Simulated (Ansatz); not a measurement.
# Two runs on TiSi2

System: TiSi2 (Cmcm, 6 atoms in the cell).
Method of the first run: DFT PBE, scalar-relativistic, plane waves, PAW, no spin polarisation (Ansatz 0.2.0).

The structure was made by a generator, so it may or may not be a known phase. Text and figures count atoms from 1; the logs count them from 0 in places.

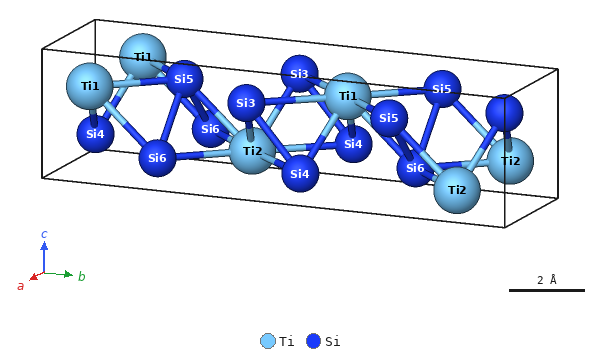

Fig. 1: The structure (ball-and-stick view of the cell 2 times as large as that of the calculation, set on its symmetry axes, seen slightly off an axis; atoms are numbered from 1 in the order of the input). An atom can appear more than once, as a periodic image.

**Input, the first run**
```yaml
crystal:
  lattice:
    - [1.76510501, -6.75928164, 0.0]
    - [1.76510501, 6.75928164, 0.0]
    - [0.0, 0.0, 3.56517386]
  atoms:
    - { symbol: Ti, position: [0.89688193, 0.10311807, 0.75] }
    - { symbol: Ti, position: [0.10311807, 0.89688193, 0.25] }
    - { symbol: Si, position: [0.55825144, 0.44174856, 0.75] }
    - { symbol: Si, position: [0.44174856, 0.55825144, 0.25] }
    - { symbol: Si, position: [0.24968518, 0.75031482, 0.75] }
    - { symbol: Si, position: [0.75031482, 0.24968518, 0.25] }
basis:
  ecutwfc: 420
kpoints:
  mp_grid: { grid: [6, 6, 6] }
hamiltonian:
  xc: pbe
scf:
  occupations: { method: gaussian, width: 0.1 }
  lower_state_search: "off"
output:
  forces: true
  stress: true
  eigenvalues: true
```

Launched with:
```bash
ansatz run input.yaml --threads 1 --pin off --max-ram 2560MiB --backend cpu --events-out ev --progress --plain --runs-dir out
```

Hardware: 1 thread of Arm Neoverse V1, 24 GiB of memory available, shared host.

**Output, shortened to warnings, some set-up lines, iterations and results (the first run)**
```
Basis set: ecut = 420 eV, 1669 PW (Γ), exchange–correlation on 96×96×48 points (8 copies of the dense FFT grid, shifted against one another)
Symmetry: 8 space group operations
k-points: 52 of 216
Initial density: superposition of atomic densities (neutral atoms: chi_scale 0, normalization atom), corrected by the library's trained network
[...]
SCF iter   1: F=—  HF=-7545.963158 eV  |F-HF|=—  |Δ(HF+E_count)|=         —  Δρ=6.06e-3  dr2=4.66e-2  ethr=1.77e-3  ⟨swp⟩=6.1  Hψ=6704  notcnv=0
SCF iter   2: F=—  HF=-7545.957968 eV  |F-HF|=—  |Δ(HF+E_count)|=   5.19e-3  Δρ=2.43e-3  dr2=7.69e-3  ethr=1.16e-4  ⟨swp⟩=1.3  Hψ=1811  notcnv=0
SCF iter   3: F=—  HF=-7545.957384 eV  |F-HF|=—  |Δ(HF+E_count)|=   5.84e-4  Δρ=6.09e-4  dr2=6.18e-4  ethr=1.92e-5  ⟨swp⟩=2.0  Hψ=1490  notcnv=0
SCF iter   4: F=—  HF=-7545.957340 eV  |F-HF|=—  |Δ(HF+E_count)|=   4.39e-5  Δρ=1.21e-4  dr2=2.80e-5  ethr=1.55e-6  ⟨swp⟩=2.0  Hψ=1531  notcnv=0
SCF iter   5: F=—  HF=-7545.957423 eV  |F-HF|=—  |Δ(HF+E_count)|=   8.31e-5  Δρ=2.61e-5  dr2=8.80e-7  ethr=6.99e-8  ⟨swp⟩=2.1  Hψ=1721  notcnv=0
SCF iter   6: F=-7545.957423 eV  HF=-7545.957423 eV  |F-HF|=2.26e-8  |Δ(HF+E_count)|=   1.44e-8  Δρ=5.70e-6  dr2=3.98e-8  ethr=2.50e-10  ⟨swp⟩=8.4  Hψ=5997  notcnv=0
SCF 1 converged in 6 iterations: F = -7545.957423 eV  dr2 = 3.98e-8
SCF converged after 6 iterations
Free energy (F): -7545.957423 eV
Harris-Foulkes:  -7545.957423 eV  (|F-HF|=2.26e-8)
Internal energy: -7545.947689 eV  (E = F + TS)
E sigma→0 (E₀):  -7545.952556 eV
Entropy (-TS):   -0.009734 eV (-1.622 meV/atom)
Fermi energy:    12.964433 eV
--- Per-component energies (eV) ---
  E_band       = -223.518783
  E_kinetic    = 720.789418
  E_local      = -2069.848155  (includes V_loc(G=0)·N_el)
  E_nonlocal   = 118.743228
  E_hartree    = 900.730090
  E_xc         = -423.450306
  E_vxc        = -441.482929  (∫ρ·V_xc dr)
  E_paw        = -4147.094324  (= ΣΔE_a)
  E_vpaw       = -353.175848  (= ΣTr[D̂ρ^β])
  E_aug_tail   = 0.000284  (compensation charges beyond the density's cutoff)
  E_ewald      = -2645.817923
  E_smearing   = -0.009734  (= −TS)
  E_closure    = -0.000000  (closes the sum)
  Σ components = -7545.957423   (vs F -7545.957423, Δ=0.00e0)
--- Forces (eV/Å), atoms counted from 1 ---
  atom   1  Ti    -0.00000000    -0.03651958     0.00000000
  atom   2  Ti     0.00000000     0.03651958     0.00000000
  atom   3  Si    -0.00000000    -0.21850266    -0.00000000
  atom   4  Si     0.00000000     0.21850266     0.00000000
  atom   5  Si     0.00000000     0.04078919     0.00000000
  atom   6  Si    -0.00000000    -0.04078919    -0.00000000
  max |Σ_I F_I| component: 2.10e-17 eV/Å
--- Stress (GPa, compression-positive) ---
        2.034534      -0.000000      -0.000000
       -0.000000       1.686259      -0.000000
       -0.000000      -0.000000       1.946007
  P = ⅓ Tr σ = 1.8889 GPa (18.889 kbar)
```

The input of the second run differs as follows (lines with − go, lines with + come):
```diff
-    - { symbol: Ti, position: [0.89688193, 0.10311807, 0.75] }
-    - { symbol: Ti, position: [0.10311807, 0.89688193, 0.25] }
+    - { symbol: Ti, position: [0.89688193, 0.10311807, 0.75], spin: 1.0 }
+    - { symbol: Ti, position: [0.10311807, 0.89688193, 0.25], spin: 1.0 }
+  populations: true
+magnetization:
+  spin_polarized: true
```

Predict how the results change.

The energy is the same within 0.01 meV per atom. With spin allowed, the absolute moment of the cell comes to 0.00 μB. The SCF takes 16 iterations against 6. On the same kind of shared host the second run took about 4.9 times as long. The two runs start from different initial densities, which also moves the count.

**Output, shortened to warnings, some set-up lines, iterations and results (the second run)**
```
WARN: the starting moments were not kept: the SCF closed with an absolute magnetisation of 2.2e-6 μB, where they sum to 2 μB in size (2 sites). That is at most 0.1 of that sum. Measured as dr2_m measures the in/out step, that magnetisation stands 3.2e-13 eV from none, at or under the dr2_threshold of 1.0e-7 eV: it is no larger than a step whose dr2_m would equal this threshold. The system may …
Basis set: ecut = 420 eV, 1669 PW (Γ), exchange–correlation on 96×96×48 points (8 copies of the dense FFT grid, shifted against one another)
Symmetry: 8 space group operations
k-points: 52 of 216
Initial density: superposition of atomic densities (chi_scale 0.1, normalization cell)
[...]
SCF iter   1: F=—  HF=-7546.001643 eV  |F-HF|=—  |Δ(HF+E_count)|=         —  Δρ=4.46e-2 (↑4.46e-2 ↓2.82e-2)  dr2=1.15e0  dr2_m=8.29e-1  M=0.374 μB ∫|m|=0.649 μB  β_m=0.30  …
SCF iter   2: F=—  HF=-7545.963893 eV  |F-HF|=—  |Δ(HF+E_count)|=   3.77e-2  Δρ=3.03e-2 (↑3.03e-2 ↓2.44e-2)  dr2=6.56e-1  dr2_m=4.64e-1  M=0.305 μB ∫|m|=0.559 μB  β_m=0.30  …
SCF iter   3: F=—  HF=-7545.893194 eV  |F-HF|=—  |Δ(HF+E_count)|=   7.07e-2  Δρ=2.05e-2 (↑1.79e-2 ↓2.05e-2)  dr2=1.81e-1  dr2_m=2.63e-1  M=0.251 μB ∫|m|=0.478 μB  β_m=0.30  …
SCF iter   4: F=—  HF=-7545.895021 eV  |F-HF|=—  |Δ(HF+E_count)|=   1.83e-3  Δρ=1.46e-2 (↑1.46e-2 ↓1.40e-2)  dr2=2.84e-3  dr2_m=1.59e-1  M=0.200 μB ∫|m|=0.392 μB  β_m=0.30  …
SCF iter   5: F=—  HF=-7545.918947 eV  |F-HF|=—  |Δ(HF+E_count)|=   2.39e-2  Δρ=1.11e-2 (↑1.11e-2 ↓1.10e-2)  dr2=1.48e-3  dr2_m=9.43e-2  M=0.167 μB ∫|m|=0.328 μB  β_m=0.30  …
[... 7 lines ...]
SCF iter  13: F=-7545.957423 eV  HF=-7545.957423 eV  |F-HF|=7.28e-8  |Δ(HF+E_count)|=   1.19e-6  Δρ=7.84e-6 (↑7.84e-6 ↓6.62e-6)  dr2=1.94e-8  dr2_m=3.72e-8  M=0.000 μB …
SCF iter  14: F=-7545.957423 eV  HF=-7545.957423 eV  |F-HF|=2.85e-9  |Δ(HF+E_count)|=   1.24e-7  Δρ=1.55e-6 (↑1.55e-6 ↓1.27e-6)  dr2=3.64e-10  dr2_m=1.44e-9  M=0.000 μB …
SCF iter  15: F=-7545.957423 eV  HF=-7545.957423 eV  |F-HF|=8.28e-11  |Δ(HF+E_count)|=   4.22e-9  Δρ=2.53e-7 (↑2.53e-7 ↓2.44e-7)  dr2=1.49e-11  dr2_m=4.29e-11  M=-0.000 μB …
SCF iter  16: F=-7545.957423 eV  HF=-7545.957423 eV  |F-HF|=0.00e0  |Δ(HF+E_count)|=  1.22e-10  Δρ=4.24e-8 (↑4.24e-8 ↓3.88e-8)  dr2=1.08e-12  dr2_m=8.96e-13  M=-0.000 μB …
SCF 1 converged in 16 iterations: F = -7545.957423 eV  dr2 = 1.08e-12
SCF converged after 16 iterations
Magnetization: -0.0000 μB (20.0000 up, 20.0000 down)
Absolute magnetization: 0.0000 μB (∫|ρ↑−ρ↓|, with the PAW one-centre terms)
Spin contamination: 0.0000 ħ² per cell (⟨S²⟩ above its minimum at these occupations)
Per-site moments (μB) at R_I (Å): [(-3.512115763166533e-7, 1.06462513169154), (-3.512115763234337e-7, 1.06462513169154), (1.277989346189187e-7, 0.9812029007614935), (1.2779893456157095e-7, 0.9812029007614935), (1.6171957911337523e-7, 1.0348147942832695), (1.617195791417716e-7, 1.0348147942832695)]
Free energy (F): -7545.957423 eV
Harris-Foulkes:  -7545.957423 eV  (|F-HF|=0.00e0)
Internal energy: -7545.947688 eV  (E = F + TS)
E sigma→0 (E₀):  -7545.952556 eV
Entropy (-TS):   -0.009735 eV (-1.622 meV/atom)
Fermi energy:    12.964461 eV
--- Per-component energies (eV) ---
  E_band       = -223.517779
  E_kinetic    = 720.788924
  E_local      = -2069.843094  (includes V_loc(G=0)·N_el)
  E_nonlocal   = 118.742546
  E_hartree    = 900.725772
  E_xc         = -423.450411
  E_vxc        = -441.483068  (∫ρ·V_xc dr)
  E_paw        = -4147.093786  (= ΣΔE_a)
  E_vpaw       = -353.174936  (= ΣTr[D̂ρ^β])
  E_aug_tail   = 0.000284  (compensation charges beyond the density's cutoff)
  E_ewald      = -2645.817923
  E_smearing   = -0.009735  (= −TS)
  E_closure    = -0.000000  (closes the sum)
  Σ components = -7545.957423   (vs F -7545.957423, Δ=0.00e0)
--- Forces (eV/Å), atoms counted from 1 ---
  atom   1  Ti    -0.00000000    -0.03637012     0.00000000
  atom   2  Ti     0.00000000     0.03637012     0.00000000
  atom   3  Si    -0.00000000    -0.21849382    -0.00000000
  atom   4  Si     0.00000000     0.21849382     0.00000000
  atom   5  Si     0.00000000     0.04077666     0.00000000
  atom   6  Si    -0.00000000    -0.04077666    -0.00000000
  max |Σ_I F_I| component: 3.49e-17 eV/Å
--- Stress (GPa, compression-positive) ---
        2.034597      -0.000000      -0.000000
       -0.000000       1.686307      -0.000000
       -0.000000      -0.000000       1.946351
  P = ⅓ Tr σ = 1.8891 GPa (18.891 kbar)
--- Löwdin populations: 6 sites ---
  site symbol       q [e]    m [muB]
     0     Ti     11.6191    -0.0000
     1     Ti     11.6191    -0.0000
     2     Si      4.1339     0.0000
     3     Si      4.1339     0.0000
     4     Si      4.0422     0.0000
     5     Si      4.0422     0.0000
  spilling = 0.010240 (of n_electrons = 40.000000)
```

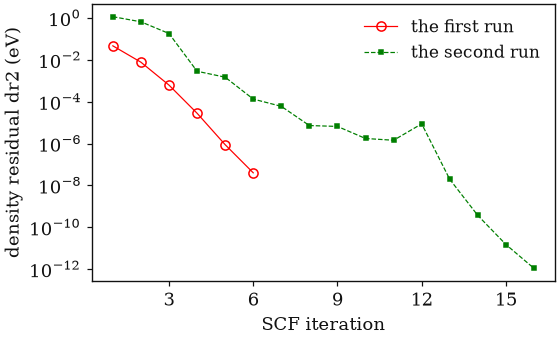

Fig. 2: Convergence of the two runs: density residual dr2 against the SCF iteration. The first run takes 6 iterations in all, and the second run takes 16.

**The two runs side by side**

| quantity | the first run | the second run |
| --- | --- | --- |
| outcome | converged | converged |
| free energy per atom (eV) | −1257.6596 | −1257.6596 |
| energy per atom, smearing taken to zero (eV) | −1257.6588 | −1257.6588 |
| gap on the mesh (eV) | 0.00 | 0.00 |
| pressure (GPa) | 1.89 | 1.89 |
| largest force (eV/Å) | 0.219 | 0.218 |
| SCF iterations | 6 | 16 |
| irreducible k-points | 52 | 52 |
| plane waves at Γ | 1669 | 1669 |
| net moment of the cell (μB) | – | 0.00 |
| absolute moment of the cell (μB) | – | 0.00 |
| wall time (shared host) | 6.2 s | 30 s |

For the second run: Warnings: some starting moments were not kept.
